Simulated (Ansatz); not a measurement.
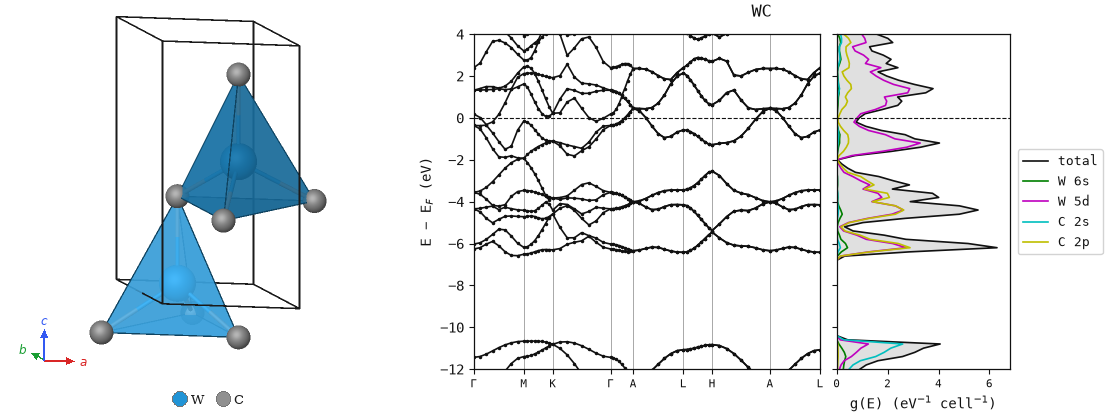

Band structure and density of states, beside the structure. Energies are counted from the Fermi level. The path runs straight from each named point to the next. The partial curves are projected on atomic shells.

Calculation on WC, space group P6_3mc, 4 atoms in the cell.

Level of theory: DFT, PBE, all-electron LAPW, scalar-relativistic, no spin polarisation, 12×12×7 k mesh, Fermi-Dirac smearing of 0.05 eV; code Ansatz.

Q: Metal, semiconductor or insulator?

A: A metal: 3 bands cross the Fermi level along this path.

Q: Which levels at L lie nearest to the Fermi level?

A: At L the nearest levels lie 0.58 eV below and 2.14 eV above the Fermi level.

Spin-orbit coupling is left out, which matters for W.
